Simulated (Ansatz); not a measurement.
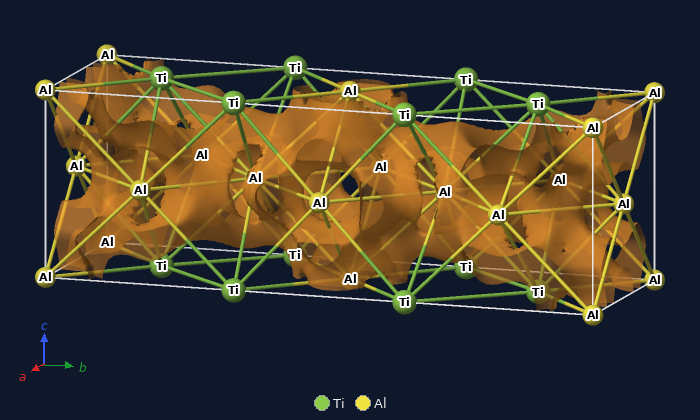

The picture shows: TiAl2. Isosurface of the electron localisation function at 0.6 (orange), seen slightly off an axis. Only the valence region is drawn (cores and ρ < 0.01 e/Å³ removed). Sticks mark near contacts.

Space group Cmmm; a structure generated by program, which may or may not match a known phase; computed pressure about −3 GPa in this cell; computed without spin polarisation.

Level of theory: Ansatz 0.2.0, DFT PBEsol, scalar-relativistic, plane waves, PAW.

In a PAW calculation such maps are meaningful between the atoms, not at the nuclei.

**Where are the electrons localised?**

The surface consists of one network that runs through the whole crystal, counted in one cell of 12 atoms. Any copies at cell faces, edges or corners count once. Profiles from the grid: Al–Al (2.72 Å): the ELF peaks at about 0.70 between the atoms. Ti–Al (2.73 Å): the ELF is about 0.35 at the midpoint.
